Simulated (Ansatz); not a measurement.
**Ge: geometry relaxation**

- system: Ge (Fd-3m, 2 atoms in the cell)
- method: DFT, r2SCAN, plane waves, PAW, no spin polarisation (Ansatz 0.2.0)

The structure derives from an entry of the Crystallography Open Database. Figures and captions count atoms from 1; the log counts them from 0 in places.

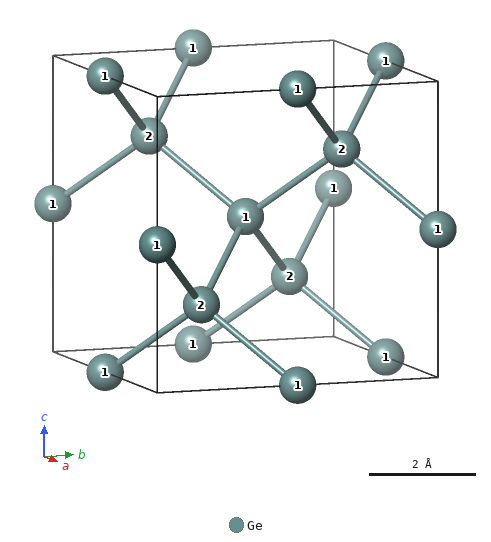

The starting structure (ball-and-stick view of the cell 4 times as large as that of the calculation, set on its symmetry axes, seen slightly off an axis; atoms are numbered from 1 in the order of the input). An atom can appear more than once, as a periodic image.

Input file
```yaml
crystal:
  lattice:
    - [0.0, 2.82877, 2.82877]
    - [2.82877, 0.0, 2.82877]
    - [2.82877, 2.82877, 0.0]
  atoms:
    - { symbol: Ge, position: [0.5, 0.5, 0.5] }
    - { symbol: Ge, position: [0.75, 0.75, 0.75] }
basis:
  ecutwfc: 500
kpoints:
  mp_grid: { grid: [6, 6, 6] }
hamiltonian:
  xc: r2scan
scf:
  occupations: { method: tetrahedron_uncorrected }
output:
  forces: true
  eigenvalues: true
  stress: true
relax:
  adjacent_minimum: "off"
  f_tol: 0.005
  max_steps: 80
  cell: { stress_tol: 0.05 }
```

Machine: 4 threads of Arm Neoverse V1, 24 GiB of memory available, shared host.

Run as:
```bash
ansatz run input.yaml --threads 4 --pin off --max-ram 10240MiB --backend cpu --events-out ev --progress --plain --runs-dir out
```

Output
```
Warning: relax: with tetrahedron occupations the Hellmann–Feynman forces and the energy need not agree along the walk (scf.occupations.method in the input reference, under Limitations); prefer a smearing scheme for the relaxation and re-run the relaxed geometry with tetrahedron occupations for the final energies/DOS
The last accepted step is kept in [file] (removed where the run ends without a failure and the disk answers)
Engine: ansatz 0.2.0, aarch64-unknown-linux-gnu
Pseudopotentials: kind: paw
Pseudopotential: Ge, paw, valence charge 14, recommended cutoff 500 eV (meta_gga), Ge.paw.azcp
Functional definition: r2SCAN
  parameter k0 = 0.174
  parameter k1 = 0.065
  parameter a1 = 4.9479
  exchange = r2scan_x(k0 = k0, k1 = k1, a1 = a1)
  correlation = r2scan_c
Crystal: 2 atoms, lattice volume = 45.271 Å³
Basis set: ecut = 500 eV, 1139 PW (Γ), exchange–correlation on 120×120×120 points (64 copies of the dense FFT grid, shifted against one another)
Bands: 18, of which v1, the nominal top of the filled ones, is band 14 counted from 1 (13 counted from 0)
Symmetry: 48 space group operations
Space group: Fd-3m (ITA 227), of the structure as read, at distance tolerance 3.6e-5 Å
k-points: 16 of 216
Non-local potential: Ge, projectors of the file, l = 0: 2, l = 1: 2, l = 2: 3, l = 3: 1
PAW form: soft (Blöchl's): semilocal exchange-correlation on the pseudo side does not see the compensation charge
PAW frozen core: Ge, regenerated for the run's functional (the file was generated under x = pbe(κ = 0.804, μ = 0.2195149727645171), c = pbe(β = 0.06672455060314922))
PAW one-centre angular grid: Ge, 590 points (default); XC on 160 Gauss nodes
Initial density: superposition of atomic densities (neutral atoms: chi_scale 0, normalization atom), corrected by the library's trained network
Initial wavefunctions: pseudopotential atomic-orbital guess
Functional: x = r2scan, c = r2scan; τ floored in thin density (d = 2e-4 eV/Å³)
SCF iter   1: F=—  HF=-8605.763423 eV  |F-HF|=—  |Δ(HF+E_count)|=         —  Δρ=6.76e-3  dr2=6.43e-3  dr2_τ=4.72e-3  ethr=1.77e-3  ⟨swp⟩=6.1  Hψ=1324  notcnv=0
preconditioner: auto → none  [insulator: Δε(μ)=0.393 eV  Ē_g=24.436 eV  n_scr=14 (ndim 8)  ℏωp=29.2 eV  f_vac=0.075  ε∞_Penn≈2.4]
SCF iter   2: F=—  HF=-8605.774071 eV  |F-HF|=—  |Δ(HF+E_count)|=   1.06e-2  Δρ=1.64e-3  dr2=5.49e-4  dr2_τ=2.34e-5  ethr=2.30e-5  ⟨swp⟩=3.0  Hψ=747  notcnv=0
SCF iter   3: F=—  HF=-8605.774112 eV  |F-HF|=—  |Δ(HF+E_count)|=   4.00e-5  Δρ=1.15e-3  dr2=1.80e-4  dr2_τ=2.28e-6  ethr=1.96e-6  ⟨swp⟩=2.0  Hψ=576  notcnv=0
SCF iter   4: F=—  HF=-8605.774179 eV  |F-HF|=—  |Δ(HF+E_count)|=   6.77e-5  Δρ=6.91e-5  dr2=1.36e-6  dr2_τ=2.55e-8  ethr=6.44e-7  ⟨swp⟩=3.0  Hψ=460  notcnv=0
SCF iter   5: F=—  HF=-8605.774177 eV  |F-HF|=—  |Δ(HF+E_count)|=   2.46e-6  Δρ=1.71e-5  dr2=8.07e-8  dr2_τ=4.79e-10  ethr=4.85e-9  ⟨swp⟩=2.0  Hψ=576  notcnv=0
SCF iter   6: F=-8605.774177 eV  HF=-8605.774177 eV  |F-HF|=1.04e-9  |Δ(HF+E_count)|=   4.07e-9  Δρ=3.35e-6  dr2=3.25e-9  dr2_τ=5.37e-11  ethr=2.88e-10  ⟨swp⟩=2.0  Hψ=1163  notcnv=0
SCF 1 converged in 6 iterations: F = -8605.774177 eV  dr2 = 3.25e-9
  greatest PAW one-centre occupation: 0.998 electrons in one spin orbital (limit 2), on the Ge atom at site 1 (counted from 0), in its partial waves of l = 2
relax step   1: F+E_penalty+E_count = -8605.77417677 eV  Δ(F+E_penalty+E_count) = +0.000e0 eV  max|allowed force component| = 1.156e-17 eV/Å  Δτ_max = 0.0000 Å  P = +0.555 GPa  Ω = 45.271 Å³  (6 SCF iters, dr2 threshold 1.00e-7 eV, accepted)
Crystal: 2 atoms, lattice volume = 45.569 Å³
Initial density: handed on by an earlier stage of this run
Initial wavefunctions: those handed on with the density
iter 1 solved again at ethr=1.73e-7 eV; its pass at ethr=3.10e-3 eV (dr2=4.86e-5 eV) is discarded
SCF iter   1: F=—  HF=-8605.774307 eV  |F-HF|=—  |Δ(HF+E_count)|=         —  Δρ=2.38e-4  dr2=3.98e-5  dr2_τ=8.67e-5  ethr=1.73e-7  ⟨swp⟩=3.0  Hψ=1698  notcnv=0
preconditioner: auto → none  [insulator: Δε(μ)=0.391 eV  Ē_g=24.251 eV  n_scr=14 (ndim 8)  ℏωp=29.1 eV  f_vac=0.081  ε∞_Penn≈2.4]
SCF iter   2: F=—  HF=-8605.774657 eV  |F-HF|=—  |Δ(HF+E_count)|=   3.50e-4  Δρ=1.58e-4  dr2=1.17e-5  dr2_τ=7.14e-8  ethr=1.42e-7  ⟨swp⟩=4.1  Hψ=641  notcnv=0
SCF iter   3: F=—  HF=-8605.774661 eV  |F-HF|=—  |Δ(HF+E_count)|=   4.33e-6  Δρ=5.39e-5  dr2=6.73e-7  dr2_τ=3.30e-8  ethr=4.16e-8  ⟨swp⟩=2.3  Hψ=584  notcnv=0
SCF iter   4: F=-8605.774660 eV  HF=-8605.774660 eV  |F-HF|=3.91e-10  |Δ(HF+E_count)|=   1.15e-6  Δρ=1.20e-5  dr2=6.60e-8  dr2_τ=1.30e-9  ethr=7.14e-10  ⟨swp⟩=4.0  Hψ=1024  notcnv=0
SCF 2 converged in 4 iterations: F = -8605.774660 eV  dr2 = 6.60e-8
relax step   2: F+E_penalty+E_count = -8605.77466017 eV  Δ(F+E_penalty+E_count) = -4.834e-4 eV  max|allowed force component| = 4.163e-17 eV/Å  Δτ_max = 0.0000 Å  P = +0.070 GPa  Ω = 45.569 Å³  energy of the carried Pulay correction = -9.436e-5 eV  (4 SCF iters, dr2 threshold 2.00e-7 eV, accepted)
Crystal: 2 atoms, lattice volume = 45.612 Å³
iter 1 solved again at ethr=2.28e-9 eV; its pass at ethr=3.10e-3 eV (dr2=6.37e-7 eV) is discarded
SCF iter   1: F=—  HF=-8605.774649 eV  |F-HF|=—  |Δ(HF+E_count)|=         —  Δρ=2.68e-5  dr2=4.87e-7  dr2_τ=1.77e-6  ethr=2.28e-9  ⟨swp⟩=3.0  Hψ=1697  notcnv=0
preconditioner: auto → none  [insulator: Δε(μ)=0.375 eV  Ē_g=24.250 eV  n_scr=14 (ndim 8)  ℏωp=29.1 eV  f_vac=0.077  ε∞_Penn≈2.4]
SCF iter   2: F=—  HF=-8605.774656 eV  |F-HF|=—  |Δ(HF+E_count)|=   6.58e-6  Δρ=1.91e-5  dr2=1.61e-7  dr2_τ=1.30e-9  ethr=1.74e-9  ⟨swp⟩=3.1  Hψ=642  notcnv=0
SCF iter   3: F=—  HF=-8605.774656 eV  |F-HF|=—  |Δ(HF+E_count)|=   8.77e-8  Δρ=6.76e-6  dr2=9.89e-9  dr2_τ=5.70e-10  ethr=4.35e-11  ⟨swp⟩=3.0  Hψ=1210  notcnv=0
SCF iter   4: F=-8605.774656 eV  HF=-8605.774656 eV  |F-HF|=3.09e-11  |Δ(HF+E_count)|=   1.60e-8  Δρ=1.68e-6  dr2=1.24e-9  dr2_τ=2.30e-11  ethr=3.53e-11  ⟨swp⟩=4.0  Hψ=1020  notcnv=0
SCF 3 converged in 4 iterations: F = -8605.774656 eV  dr2 = 1.24e-9
relax step   3: F+E_penalty+E_count = -8605.77465602 eV  Δ(F+E_penalty+E_count) = +4.146e-6 eV  max|allowed force component| = 2.197e-17 eV/Å  Δτ_max = 0.0000 Å  P = +0.001 GPa  Ω = 45.612 Å³  energy of the carried Pulay correction = -1.080e-4 eV  (4 SCF iters, dr2 threshold 1.22e-8 eV, accepted)
Initial wavefunctions: pseudopotential atomic-orbital guess (no wavefunctions were taken with the density)
iter 1 solved again at ethr=1.37e-7 eV; its pass at ethr=3.10e-3 eV (dr2=3.85e-5 eV) is discarded
SCF iter   1: F=—  HF=-8605.774720 eV  |F-HF|=—  |Δ(HF+E_count)|=         —  Δρ=5.12e-5  dr2=2.29e-8  dr2_τ=8.28e-9  ethr=1.37e-7  ⟨swp⟩=3.0  Hψ=2092  notcnv=0
preconditioner: auto → none  [insulator: Δε(μ)=0.374 eV  Ē_g=24.250 eV  n_scr=14 (ndim 8)  ℏωp=29.1 eV  f_vac=0.077  ε∞_Penn≈2.4]
SCF iter   2: F=—  HF=-8605.774730 eV  |F-HF|=—  |Δ(HF+E_count)|=   1.02e-5  Δρ=2.58e-5  dr2=7.43e-9  dr2_τ=6.86e-8  ethr=8.17e-11  ⟨swp⟩=3.2  Hψ=637  notcnv=0
SCF iter   3: F=—  HF=-8605.774732 eV  |F-HF|=—  |Δ(HF+E_count)|=   1.17e-6  Δρ=6.51e-6  dr2=4.31e-10  dr2_τ=4.42e-9  ethr=2.65e-11  ⟨swp⟩=3.1  Hψ=622  notcnv=0
SCF iter   4: F=-8605.774732 eV  HF=-8605.774732 eV  |F-HF|=1.82e-11  |Δ(HF+E_count)|=   8.85e-8  Δρ=3.89e-7  dr2=1.69e-11  dr2_τ=8.08e-12  ethr=1.00e-12  ⟨swp⟩=4.1  Hψ=1499  notcnv=0
SCF 4 converged in 4 iterations: F = -8605.774732 eV  dr2 = 1.69e-11
relax step   4: F+E_penalty+E_count = -8605.77473175 eV  Δ(F+E_penalty+E_count) = -7.573e-5 eV  max|allowed force component| = 6.476e-17 eV/Å  Δτ_max = 0.0000 Å  P = +0.002 GPa  Ω = 45.612 Å³  stress off target by 1.87e-3 GPa  SCF on the basis re-selected at this cell (its energy is not comparable with the rows above)  (4 SCF iters)
```

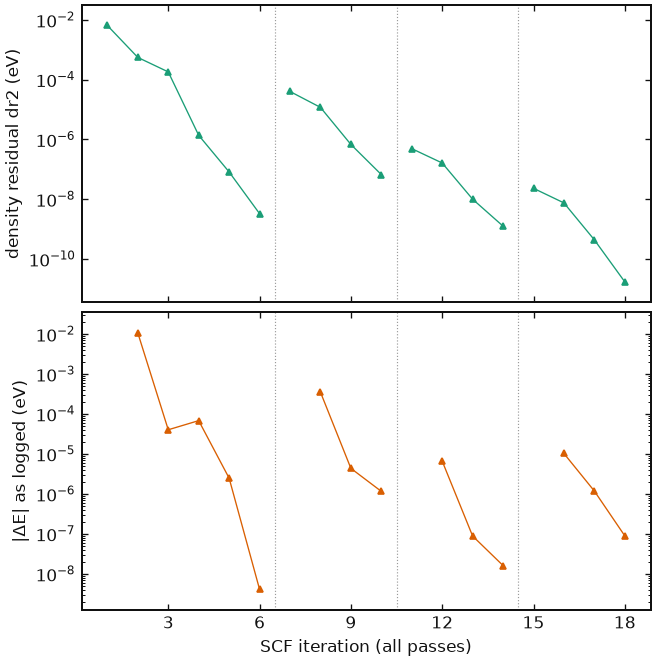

Convergence of the self-consistent field: density residual dr2 and size of the energy change against the SCF iteration. The dotted lines part the SCF passes of the relaxation: geometry steps, rejected trials and re-solves on a re-selected basis. The passes take 6, 4, 4 and 4 iterations.

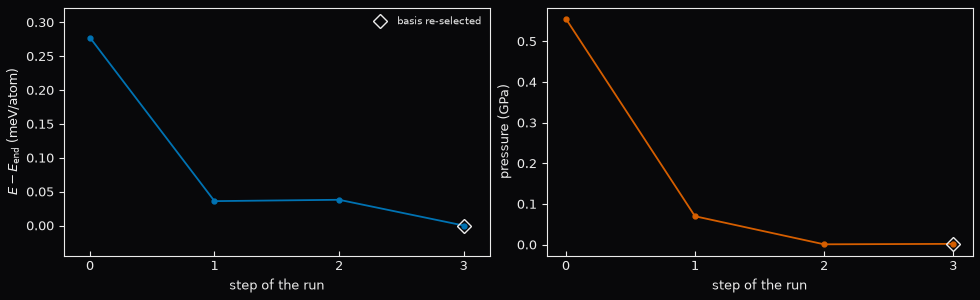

Progress of the relaxation, step by step (the first geometry is step 0 here and step 1 in the log). The energy falls by 0.2 meV per atom in 2 geometry steps. All forces vanish by symmetry, so only the cell relaxes. Pressure: 0.56 GPa at the start and 0.00 GPa at the end. No atom moves by more than 0.005 Å relative to the cell. A last SCF at the same geometry on a re-selected plane-wave basis shifts the energy by next to nothing (0.0 meV per atom).

```
basis re-selected at this cell: Δ(F+E_penalty+E_count) = -7.573e-5 eV, ΔP = +0.001 GPa vs the last step (what re-selecting the basis moved, of the pressure what is left beyond the Pulay correction that the steps carried, after the strain that the cell walked since its last selection, with what the two solves' SCF thresholds leave and, on support functions, any second-order correction that the steps lacked; it is no measure of the basis error at this ecutwfc). This SCF's stress stands 1.87e-3 GPa from its target on what of the cell is left free (relax.cell.stress_tol is 5.00e-2 GPa) and its largest allowed force component is 6.48e-17 eV/Å (relax.f_tol is 5.00e-3 eV/Å): within both
SCF converged after 4 iterations
Free energy (F): -8605.774732 eV
Harris-Foulkes:  -8605.774732 eV  (|F-HF|=1.82e-11)
Internal energy: -8605.774732 eV  (E = F + TS)
E sigma→0 (E₀):  -8605.774732 eV
Fermi energy:    8.287397 eV
--- Per-component energies (eV) ---
  E_band       = -319.818688
  E_kinetic    = 222.085589
  E_local      = -4955.090781  (includes V_loc(G=0)·N_el)
  E_nonlocal   = 840.201978
  E_hartree    = 2176.461082
  E_xc         = -138.183554
  E_vxc        = -135.776599  (∫ρ·V_xc dr)
  E_paw        = -4068.519784  (= ΣΔE_a)
  E_vpaw       = -651.776491  (= ΣTr[D̂ρ^β])
  E_aug_tail   = 0.000038  (compensation charges beyond the density's cutoff)
  E_vtau       = 7.615276  (kinetic-family band-sum trace: ∫τ·v_τ [+ j·A + Jᵃ·Aᵃ] dr)
  E_ewald      = -2680.557769
  E_core_change = -2.171532  (= ΣΔE_core)
  E_smearing   = -0.000000  (= −TS)
  E_closure    = 0.000000  (closes the sum)
  Σ components = -8605.774732   (vs F -8605.774732, Δ=0.00e0)
--- Forces (eV/Å), atoms counted from 1 ---
  atom   1  Ge     0.00000000     0.00000000    -0.00000000
  atom   2  Ge    -0.00000000     0.00000000     0.00000000
  max |Σ_I F_I| component: 5.55e-17 eV/Å
--- Stress (GPa, compression-positive) ---
        0.001872      -0.000000      -0.000000
       -0.000000       0.001872      -0.000000
       -0.000000      -0.000000       0.001872
  P = ⅓ Tr σ = 0.0019 GPa (0.019 kbar)
--- Band table (eV; the first three rows and the last of 16) ---
  k-point 0: bands = ["-17.1177", "-17.1177", "-17.1177", "-17.0789", "-17.0789", "-16.8628", "-16.8628", "-16.8628", "-16.8445", "-16.8445", "-4.9536", "8.2874", "8.2874", "8.2874", "8.6613", "11.0090", "11.0090", "11.0090"]
  k-point 1: bands = ["-17.1299", "-17.1299", "-17.1133", "-17.0609", "-17.0609", "-16.8783", "-16.8783", "-16.8680", "-16.8320", "-16.8320", "-4.6027", "5.0937", "7.7440", "7.7440", "9.5030", "11.7326", "11.7326", "12.7845"]
  k-point 2: bands = ["-17.1404", "-17.1404", "-17.1042", "-17.0410", "-17.0410", "-16.8919", "-16.8919", "-16.8786", "-16.8223", "-16.8223", "-3.6306", "2.0363", "7.0674", "7.0674", "8.9550", "12.3079", "12.3079", "15.8064"]
  k-point 15: bands = ["-17.1637", "-17.1637", "-17.0334", "-17.0334", "-16.9629", "-16.9629", "-16.9259", "-16.9259", "-16.7953", "-16.7953", "-0.8189", "-0.8189", "4.4426", "4.4426", "11.2672", "11.2672", "15.2823", "15.2823"]
--- Relaxed structure (3 steps of the walk, 3 accepted, 1 SCFs on fresh bases) ---
  F+E_penalty+E_count = -8605.77473175 eV   max|allowed force component| = 6.476e-17 eV/Å   (the final SCF, on the basis selected at the relaxed cell)
  cell:  # Å, volume = 45.6121 Å³
    - [-1.0345993682418467e-33, 2.835850931172055, 2.835850931172055]
    - [2.835850931172055, -1.49039631962196e-33, 2.835850931172055]
    - [2.835850931172055, 2.835850931172055, -9.963840779951296e-34]
  atoms:
    - { symbol: Ge, position: [0.5, 0.5, 0.5] }
    - { symbol: Ge, position: [0.7499999999999999, 0.7499999999999999, 0.7499999999999999] }
```

Trajectory as extended XYZ (Å, eV, eV/Å), 4 frames, from step=1 to step=4
```
2
Lattice="0.0000 2.8288 2.8288 2.8288 0.0000 2.8288 2.8288 2.8288 0.0000" Properties=species:S:1:pos:R:3:forces:R:3 step=1 energy=-8605.77418 pressure_GPa=0.56
Ge    2.8288    2.8288    2.8288    0.0000   0.0000   0.0000
Ge    4.2432    4.2432    4.2432    0.0000   0.0000   0.0000
2
Lattice="0.0000 2.8350 2.8350 2.8350 0.0000 2.8350 2.8350 2.8350 0.0000" Properties=species:S:1:pos:R:3:forces:R:3 step=2 energy=-8605.77466 pressure_GPa=0.07
Ge    2.8350    2.8350    2.8350    0.0000   0.0000   0.0000
Ge    4.2524    4.2524    4.2524    0.0000   0.0000   0.0000
2
Lattice="0.0000 2.8359 2.8359 2.8359 0.0000 2.8359 2.8359 2.8359 0.0000" Properties=species:S:1:pos:R:3:forces:R:3 step=3 energy=-8605.77466 pressure_GPa=0.00
Ge    2.8359    2.8359    2.8359    0.0000   0.0000   0.0000
Ge    4.2538    4.2538    4.2538    0.0000   0.0000   0.0000
2
Lattice="0.0000 2.8359 2.8359 2.8359 0.0000 2.8359 2.8359 2.8359 0.0000" Properties=species:S:1:pos:R:3:forces:R:3 step=4 energy=-8605.77473 pressure_GPa=0.00
Ge    2.8359    2.8359    2.8359    0.0000   0.0000   0.0000
Ge    4.2538    4.2538    4.2538    0.0000   0.0000   0.0000
```

Results in brief

- outcome: converged
- space group (tolerance 0.01 Å): Fd-3m (227)
- electrons treated: 28
- free energy: −8605.7747 eV
- Fermi energy: 8.287 eV
- gap on the k-point mesh: 0.37 eV
- pressure: 0.00 GPa
- final volume: 45.61 Å³
- largest force (length of the vector) at the end: under 0.001 eV/Å
- final cell: a = 4.010 Å, b = 4.010 Å, c = 4.010 Å, α = 60.00°, β = 60.00°, γ = 60.00°
- wall time: 2.2 s (CPU time 7.5 s)
- peak memory: 0.42 GiB

Notes

Settings chosen away from the usual ones: kpoints.mp_grid.grid set to [6, 6, 6] (from [12, 12, 12]); scf.occupations.width removed; scf.occupations.method set to tetrahedron_uncorrected (from gaussian). These settings are looser than, or depart from, a standard set-up, so the numbers are not reference values for this system. So coarse a mesh can miss the band edges, so the true gap of this method can be much smaller, or zero.
